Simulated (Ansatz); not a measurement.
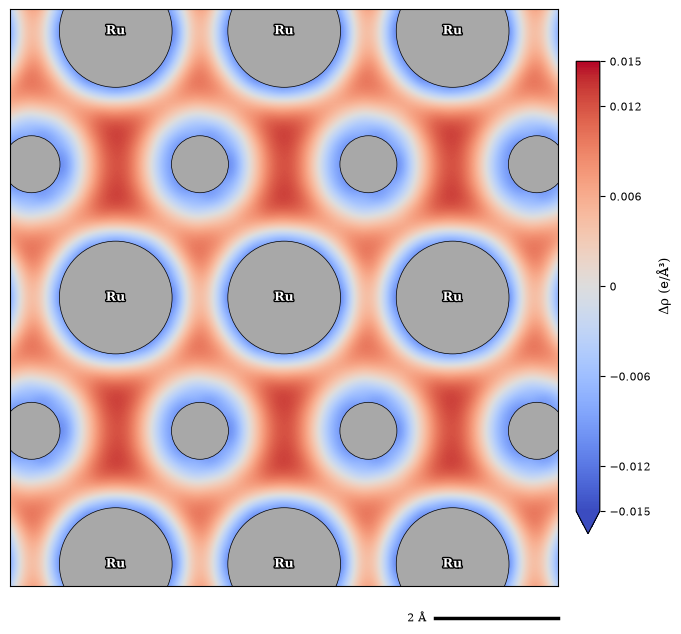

Ru. Difference of the valence pseudo-densities of two functionals at the same geometry, on the (100) plane of the calculation cell: one of BLYP and PBE less the other.

Both computed with Ansatz (plane waves, PAW), on the same k-point mesh. Grey discs cover the atomic cores.

Which was subtracted from which, and what does the map show?

It is PBE less BLYP. Against BLYP, PBE gives a change of +0.004 e/Å³ at the midpoint of Ru–Ru.
